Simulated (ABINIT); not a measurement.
**HfB2: geometry relaxation (part 1 of 2)**

System: HfB2 (P6/mmm, 3 atoms in the cell).
Method: Kohn-Sham DFT of a periodic cell, PBE, JTH PAW PBE v2.0, no spin polarisation (ABINIT 10.8.3).

The structure derives from an entry of the Crystallography Open Database.

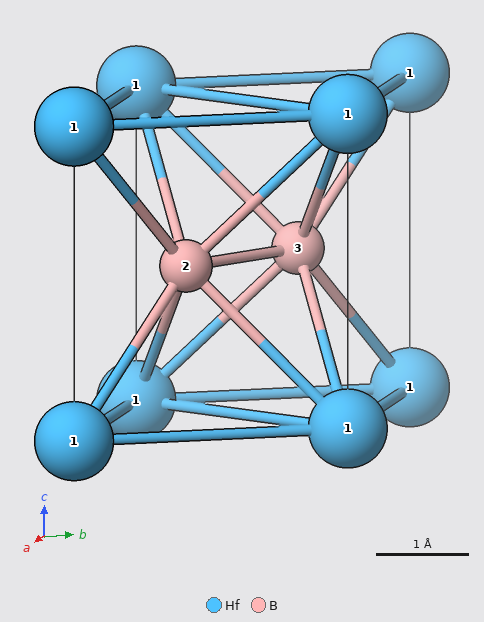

Figure 1. The input geometry (ball-and-stick view of the cell of the calculation, seen slightly off an axis; atoms are numbered from 1 in the order of the input). An atom can appear more than once, as a periodic image.

Summary:

| quantity | value |
| --- | --- |
| outcome | converged |
| space group (tolerance 0.01 Å) | P6/mmm (191) |
| electrons treated | 18 |
| free energy | −1520.3137 eV |
| Fermi energy | 3.097 eV |
| gap on the k-point mesh | none (metallic) |
| pressure | 5.00 GPa |
| final volume | 29.32 Å³ |
| largest force (length of the vector) at the end | under 0.001 eV/Å |
| final cell | a = 3.125 Å, b = 3.125 Å, c = 3.467 Å, α = 90.00°, β = 90.00°, γ = 120.00° |
| hardware | 1 thread of Arm Neoverse V2, 24 GiB of memory available, shared host |
| wall time | 67 s |
| peak memory | 0.14 GiB |

Remarks:

Spin–orbit coupling is left out, which matters for Hf. The cell is under a pressure of 5.0 GPa at this level, so it is not at its equilibrium volume.

Input file:
```
pp_dirpath "./"
pseudos "Hf.GGA_PBE-JTH.xml, B.GGA_PBE-JTH.xml"

acell 3*1.0
rprim
     5.9337400313     0.0000000000     0.0000000000
    -2.9668700157     5.1387696066     0.0000000000
     0.0000000000     0.0000000000     6.5762469137
ntypat 2
znucl 72 5
natom 3
typat 1 2 2
xred
     0.0000000000     0.0000000000     0.0000000000
     0.6666666667     0.3333333333     0.5000000000
     0.3333333333     0.6666666667     0.5000000000
chkprim 0
chksymtnons 0
tolsym 1.0e-6

ecut 517.016339 eV
pawecutdg 38.0
pawxcdev 0
pawovlp -1

kptopt 1
ngkpt 10 10 8
nshiftk 1
shiftk 0.0 0.0 0.0

ixc 11

nband 13
occopt 3
tsmear 0.05 eV

nstep 100
tolvrs 1.0e-9

iomode 3
prtwf 0
prtden 0
prteig 0
prtebands 0
enunit 2

ionmov 2
ntime 60
tolmxf 0.0001
optcell 2
dilatmx 1.08
ecutsm 0.5
strtarget 3*-1.699465e-04 3*0.0
```

Run as:
```bash
abinit run.abi > log 2>&1
```

What the program printed:
```
.Version 10.8.3 of ABINIT
 Symmetries : space group P6/m m m (#191); Bravais hP (primitive hexag.)
================================================================================
 Values of the parameters that define the memory need of the present run
     intxc =       0    ionmov =       2      iscf =      17    lmnmax =      18
     lnmax =       6     mgfft =      30  mpssoang =       3    mqgrid =    3001
     natom =       3  nloc_mem =       2    nspden =       1   nspinor =       1
    nsppol =       1      nsym =      24    n1xccc =       1    ntypat =       2
    occopt =       3   xclevel =       2
       mpw =        1016          nfft =       21870          nkpt =          70
 PAW method is used; the additional fine FFT grid is defined by:
   mgfftf=        40    nfftf =     51840
================================================================================
================================================================================

--------------------------------------------------------------------------------
------------- Echo of variables that govern the present computation ------------
--------------------------------------------------------------------------------
 -outvars: echo values of preprocessed input variables --------
            acell      1.0000000000E+00  1.0000000000E+00  1.0000000000E+00 Bohr
              amu      1.78490000E+02  1.08110000E+01
          chkprim           0
      chksymtnons           0
          dilatmx      1.08000000E+00
             ecut      1.90000000E+01 Hartree
           ecutsm      5.00000000E-01 Hartree
           enunit           2
           ionmov           2
                       outvar_i_n : Printing only first  50 k-points.
              ixc          11
                       outvar_i_n : Printing only first  50 k-points.
         kptrlatt       10    0    0      0   10    0      0    0    8
          kptrlen      5.26099753E+01
            natom           3
            nband          13
            ngfft          27      27      30
          ngfftdg          36      36      40
             nkpt          70
            nstep         100
             nsym          24
            ntime          60
           ntypat           2
                       prtocc : prtvol=0, do not print more k-points.
           occopt           3
          optcell           2
        pawecutdg      3.80000000E+01 Hartree
          pawovlp     -1.0000000000E+00
         pawxcdev           0
           prtden           0
        prtebands           0
           prteig           0
            prtwf           0
            rprim      5.9337400313E+00  0.0000000000E+00  0.0000000000E+00
                      -2.9668700157E+00  5.1387696066E+00  0.0000000000E+00
                       0.0000000000E+00  0.0000000000E+00  6.5762469137E+00
          spgroup         191
        strtarget     -1.69946500E-04 -1.69946500E-04 -1.69946500E-04
                       0.00000000E+00  0.00000000E+00  0.00000000E+00
           tolmxf      1.00000000E-04
           tolsym      1.00000000E-06
           tolvrs      1.00000000E-09
           tsmear      1.83746611E-03 Hartree
            typat      1  2  2
           useylm           1
                       outvars : Printing only first  50 k-points.
           xangst      0.0000000000E+00  0.0000000000E+00  0.0000000000E+00
                       1.5699999989E+00  9.0643992202E-01  1.7399999988E+00
                      -1.7639296020E-11  1.8128798440E+00  1.7399999988E+00
            xcart      0.0000000000E+00  0.0000000000E+00  0.0000000000E+00
                       2.9668700156E+00  1.7129232022E+00  3.2881234569E+00
                      -3.3333438531E-11  3.4258464044E+00  3.2881234569E+00
             xred      0.0000000000E+00  0.0000000000E+00  0.0000000000E+00
                       6.6666666667E-01  3.3333333333E-01  5.0000000000E-01
                       3.3333333333E-01  6.6666666667E-01  5.0000000000E-01
            znucl       72.00000    5.00000

================================================================================

 chkinp: Checking input parameters for consistency.

================================================================================
== DATASET  1 ==================================================================

--- !DatasetInfo
iteration_state: {dtset: 1, }
dimensions: {natom: 3, nkpt: 70, mband: 13, nsppol: 1, nspinor: 1, nspden: 1, mpw: 1016, }
cutoff_energies: {ecut:  19.0, pawecutdg:  38.0, }
electrons: {nelect:   1.80000000E+01, charge:   0.00000000E+00, occopt:   3.00000000E+00, tsmear:   1.83746611E-03, }
meta: {optdriver: 0, ionmov: 2, optcell: 2, iscf: 17, paral_kgb: 0, }
...

 Exchange-correlation functional for the present dataset will be:
  GGA: Perdew-Burke-Ernzerhof functional - ixc=11
  J.P.Perdew, K.Burke, M.Ernzerhof, PRL 77, 3865 (1996)

 Real(R)+Recip(G) space primitive vectors, cartesian coordinates (Bohr,Bohr^-1):
 R(1)=  5.9337400  0.0000000  0.0000000  G(1)=  0.1685278  0.0972996  0.0000000
 R(2)= -2.9668700  5.1387696  0.0000000  G(2)=  0.0000000  0.1945991  0.0000000
 R(3)=  0.0000000  0.0000000  6.5762469  G(3)=  0.0000000  0.0000000  0.1520624
 Unit cell volume ucvol=  2.0052373E+02 bohr^3
 Angles (23,13,12)=  9.00000000E+01  9.00000000E+01  1.20000000E+02 degrees

 Coarse grid specifications (used for wave-functions):

 getcut: wavevector=  0.0000  0.0000  0.0000  ngfft=  27  27  30
         ecut(hartree)=     22.162   => boxcut(ratio)=   2.06970

 Fine grid specifications (used for densities):

 getcut: wavevector=  0.0000  0.0000  0.0000  ngfft=  36  36  40
         ecut(hartree)=     44.323   => boxcut(ratio)=   2.02439

--- Pseudopotential description ------------------------------------------------
- pspini: atom type   1  psp file is ./Hf.GGA_PBE-JTH.xml
 Pseudopotential format is: paw10
 basis_size (lnmax)=  6 (lmn_size= 18), orbitals=   0   0   1   1   2   2
 Spheres core radius: rc_sph= 2.41119446
 Shapefunction is SIN type: shapef(r)=[sin(pi*r/rshp)/(pi*r/rshp)]**2
 Radius for shape functions =  2.41119446
 Compensation charge density is not taken into account in XC energy/potential

- pspini: atom type   2  psp file is ./B.GGA_PBE-JTH.xml
 Pseudopotential format is: paw10
 basis_size (lnmax)=  4 (lmn_size=  8), orbitals=   0   0   1   1
 Spheres core radius: rc_sph= 1.70616958
 Shapefunction is SIN type: shapef(r)=[sin(pi*r/rshp)/(pi*r/rshp)]**2
 Radius for shape functions =  1.40269776
 Compensation charge density is not taken into account in XC energy/potential

   1.82194203E+03                                ecore*ucvol(ha*bohr**3)
--------------------------------------------------------------------------------

================================================================================

=== [ionmov= 2] Broyden-Fletcher-Goldfarb-Shanno method (forces)
================================================================================

--- Iteration: ( 1/60) Internal Cycle: (1/1)
--------------------------------------------------------------------------------

---SELF-CONSISTENT-FIELD CONVERGENCE--------------------------------------------

--- !BeginCycle
iteration_state: {dtset: 1, itime: 1, icycle: 1, }
solver: {iscf: 17, nstep: 100, nline: 4, wfoptalg: 10, }
tolerances: {tolvrs: 1.00E-09, }
...

     iter   Etot(hartree)      deltaE(h)  residm     nres2
 ETOT  1  -55.319335106219    -5.532E+01 2.590E+00 5.457E+00
 ETOT  2  -55.872325627937    -5.530E-01 1.320E-01 4.040E-01
 ETOT  3  -55.870569211588     1.756E-03 3.929E-02 2.645E-02
 ETOT  4  -55.870778703282    -2.095E-04 1.052E-02 4.817E-03
 ETOT  5  -55.870781301752    -2.598E-06 7.059E-03 1.366E-04
 ETOT  6  -55.870781492612    -1.909E-07 3.997E-03 6.120E-06
 ETOT  7  -55.870781498040    -5.428E-09 1.808E-03 2.525E-07
 ETOT  8  -55.870781498950    -9.102E-10 1.600E-03 2.917E-08
 ETOT  9  -55.870781498936     1.392E-11 1.721E-03 8.964E-10

 At SCF step    9       nres2   =  8.96E-10 < tolvrs=  1.00E-09 =>converged.

 Cartesian components of stress tensor (hartree/bohr^3)
  sigma(1 1)= -3.96186261E-05  sigma(3 2)=  0.00000000E+00
  sigma(2 2)= -3.96186268E-05  sigma(3 1)=  0.00000000E+00
  sigma(3 3)= -6.89914190E-05  sigma(2 1)=  4.40493866E-13

--- !ResultsGS
iteration_state: {dtset: 1, itime: 1, icycle: 1, }
comment   : Summary of ground state results
lattice_vectors:
- [  5.9337400,   0.0000000,   0.0000000, ]
- [ -2.9668700,   5.1387696,   0.0000000, ]
- [  0.0000000,   0.0000000,   6.5762469, ]
lattice_lengths: [   5.93374,    5.93374,    6.57625, ]
lattice_angles: [ 90.000,  90.000, 120.000, ] # degrees, (23, 13, 12)
lattice_volume:   2.0052373E+02
convergence: {deltae:  1.392E-11, res2:  8.964E-10, residm:  1.721E-03, diffor: null, }
etotal    :  -5.58707815E+01
entropy   :   0.00000000E+00
fermie    :   1.12338574E-01
cartesian_stress_tensor: # hartree/bohr^3
- [ -3.96186261E-05,   4.40493866E-13,   0.00000000E+00, ]
- [  4.40493866E-13,  -3.96186268E-05,   0.00000000E+00, ]
- [  0.00000000E+00,   0.00000000E+00,  -6.89914190E-05, ]
pressure_GPa:   1.4537E+00
xred      :
- [  0.0000E+00,   0.0000E+00,   0.0000E+00, Hf]
- [  6.6667E-01,   3.3333E-01,   5.0000E-01,  B]
- [  3.3333E-01,   6.6667E-01,   5.0000E-01,  B]
cartesian_forces: # hartree/bohr
- [ -1.89077294E-30,  -3.60240628E-29,  -0.00000000E+00, ]
- [ -1.89077294E-30,   4.91237220E-29,  -0.00000000E+00, ]
- [  3.78154588E-30,  -1.30996592E-29,  -0.00000000E+00, ]
force_length_stats: {min:   1.36345576E-29, max:   4.91600965E-29, mean:   3.29561009E-29, }
...

 Integrated electronic density in atomic spheres:
 ------------------------------------------------
 Atom  Sphere_radius  Integrated_density
    1        2.41119          9.69659211
    2        1.70617          1.85725834
    3        1.70617          1.85725834

---OUTPUT-----------------------------------------------------------------------

 Cartesian coordinates (xcart) [bohr]
  0.00000000000000E+00  0.00000000000000E+00  0.00000000000000E+00
  2.96687001563333E+00  1.71292320220000E+00  3.28812345685000E+00
 -3.33334385312582E-11  3.42584640440000E+00  3.28812345685000E+00
 Reduced coordinates (xred)
  0.00000000000000E+00  0.00000000000000E+00  0.00000000000000E+00
  6.66666666666666E-01  3.33333333333333E-01  5.00000000000000E-01
  3.33333333333333E-01  6.66666666666666E-01  5.00000000000000E-01
 Cartesian forces (fcart) [Ha/bohr]; max,rms= 4.91237E-29 2.08271E-29 (free atoms)
 -1.89077294207286E-30 -3.60240628134407E-29 -0.00000000000000E+00
 -1.89077294207286E-30  4.91237220182848E-29 -0.00000000000000E+00
  3.78154588414572E-30 -1.30996592048441E-29 -0.00000000000000E+00
 Gradient of E wrt nuclear positions in reduced coordinates (gred)
  1.12193550964766E-29  1.79509681543626E-28  0.00000000000000E+00
  1.12193550964766E-29 -2.58045167218962E-28 -0.00000000000000E+00
 -2.24387101929532E-29  7.85354856753363E-29 -0.00000000000000E+00
 Scale of Primitive Cell (acell) [bohr]
  1.00000000000000E+00  1.00000000000000E+00  1.00000000000000E+00
 Real space primitive translations (rprimd) [bohr]
  5.93374003130000E+00  0.00000000000000E+00  0.00000000000000E+00
 -2.96687001570000E+00  5.13876960660000E+00  0.00000000000000E+00
  0.00000000000000E+00  0.00000000000000E+00  6.57624691370000E+00
 Unitary Cell Volume (ucvol) [Bohr^3]=  2.00523729286308E+02
 Angles (23,13,12)= [degrees]
  9.00000000000000E+01  9.00000000000000E+01  1.20000000000218E+02
 Lengths [Bohr]
  5.93374003130000E+00  5.93374003136097E+00  6.57624691370000E+00
 Stress tensor in cartesian coordinates (strten) [Ha/bohr^3]
 -3.96186260614856E-05  4.40493866344829E-13  0.00000000000000E+00
  4.40493866344829E-13 -3.96186267932266E-05  0.00000000000000E+00
  0.00000000000000E+00  0.00000000000000E+00 -6.89914190407717E-05
 Total energy (etotal) [Ha]= -5.58707814989361E+01

--- Iteration: ( 2/60) Internal Cycle: (1/1)
--------------------------------------------------------------------------------

---SELF-CONSISTENT-FIELD CONVERGENCE--------------------------------------------

--- !BeginCycle
iteration_state: {dtset: 1, itime: 2, icycle: 1, }
solver: {iscf: 17, nstep: 100, nline: 4, wfoptalg: 10, }
tolerances: {tolvrs: 1.00E-09, }
...

     iter   Etot(hartree)      deltaE(h)  residm     nres2
 ETOT  1  -55.870610094619    -5.587E+01 1.123E+05 9.609E-02
 ETOT  2  -55.870572911554     3.718E-05 6.367E+00 2.337E-03
 ETOT  3  -55.870572241098     6.705E-07 9.700E-02 3.319E-04
 ETOT  4  -55.870572266337    -2.524E-08 5.536E-01 7.019E-06
 ETOT  5  -55.870572277386    -1.105E-08 5.666E-02 3.358E-07
 ETOT  6  -55.870572276388     9.982E-10 4.940E-03 3.119E-08
 ETOT  7  -55.870572276294     9.359E-11 2.838E-04 4.316E-09
 ETOT  8  -55.870572276276     1.847E-11 1.555E-04 4.902E-10

 At SCF step    8       nres2   =  4.90E-10 < tolvrs=  1.00E-09 =>converged.

 Cartesian components of stress tensor (hartree/bohr^3)
  sigma(1 1)= -1.44818209E-04  sigma(3 2)=  0.00000000E+00
  sigma(2 2)= -1.44818210E-04  sigma(3 1)=  0.00000000E+00
  sigma(3 3)= -1.52986665E-04  sigma(2 1)=  4.49140669E-13

--- !ResultsGS
iteration_state: {dtset: 1, itime: 2, icycle: 1, }
comment   : Summary of ground state results
lattice_vectors:
- [  5.9105401,   0.0000000,   0.0000000, ]
- [ -2.9552700,   5.1186779,   0.0000000, ]
- [  0.0000000,   0.0000000,   6.5563297, ]
lattice_lengths: [   5.91054,    5.91054,    6.55633, ]
lattice_angles: [ 90.000,  90.000, 120.000, ] # degrees, (23, 13, 12)
lattice_volume:   1.9835619E+02
convergence: {deltae:  1.847E-11, res2:  4.902E-10, residm:  1.555E-04, diffor: null, }
etotal    :  -5.58705723E+01
entropy   :   0.00000000E+00
fermie    :   1.13553297E-01
cartesian_stress_tensor: # hartree/bohr^3
- [ -1.44818209E-04,   4.49140669E-13,   0.00000000E+00, ]
- [  4.49140669E-13,  -1.44818210E-04,   0.00000000E+00, ]
- [  0.00000000E+00,   0.00000000E+00,  -1.52986665E-04, ]
pressure_GPa:   4.3408E+00
xred      :
- [ -3.8238E-30,  -7.0103E-30,   0.0000E+00, Hf]
- [  6.6667E-01,   3.3333E-01,   5.0000E-01,  B]
- [  3.3333E-01,   6.6667E-01,   5.0000E-01,  B]
cartesian_forces: # hartree/bohr
- [  9.49097286E-31,   9.31534675E-30,  -0.00000000E+00, ]
- [ -2.18292376E-29,  -3.34256560E-29,  -0.00000000E+00, ]
- [  2.08801403E-29,   2.41103092E-29,  -0.00000000E+00, ]
force_length_stats: {min:   9.36357147E-30, max:   3.99223007E-29, mean:   2.70602711E-29, }
...

 Integrated electronic density in atomic spheres:
 ------------------------------------------------
 Atom  Sphere_radius  Integrated_density
    1        2.41119          9.70363458
    2        1.70617          1.85718536
    3        1.70617          1.85718536

---OUTPUT-----------------------------------------------------------------------
```
